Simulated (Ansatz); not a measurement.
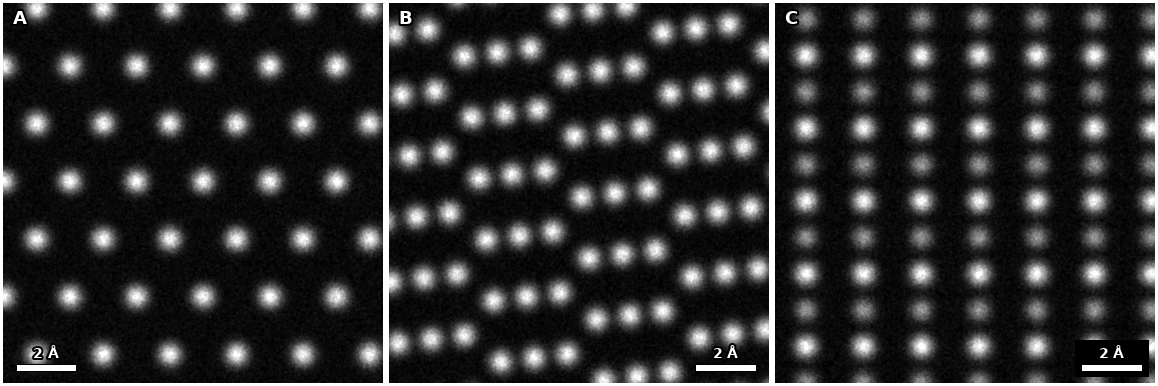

Three views of Mn (P6/mmm, No. 191) along different zone axes. Simulation: incoherent imaging, intensity Z^1.8 per atom, probe width 0.55 Å, thin sample. The display is stretched by a gamma of 0.8; percentages refer to the linear signal. Shot noise was added. Model: coordinates from a relaxation with Ansatz 0.2.0, DFT, BLYP, plane waves (420 eV) with PAW, scalar-relativistic; the starting structure was generated, so it need not be a known form of this composition.

```cif
data_structure
_symmetry_space_group_name_H-M 'P6/mmm'
_symmetry_Int_Tables_number 191
_cell_length_a 3.9472
_cell_length_b 3.9472
_cell_length_c 2.4889
_cell_angle_alpha 90.000
_cell_angle_beta 90.000
_cell_angle_gamma 120.000
_cell_volume 33.58
loop_
_atom_site_label
_atom_site_type_symbol
_atom_site_symmetry_multiplicity
_atom_site_Wyckoff_symbol
_atom_site_fract_x
_atom_site_fract_y
_atom_site_fract_z
_atom_site_occupancy
Mn1 Mn 1 a 0.00000 0.00000 0.00000 1
Mn2 Mn 2 d 0.33333 0.66667 0.50000 1
```

Q: Match the panels to the zone axes [001], [101] and [210].

A is [001]: projected cell 2.28 × 2.28 Å, 120°, plane group p6mm. B is [101]: projected cell 2.11 × 3.58 Å, 107°, plane group c2mm. C is [210]: projected cell 1.97 × 2.49 Å, 90°, plane group p2mm.
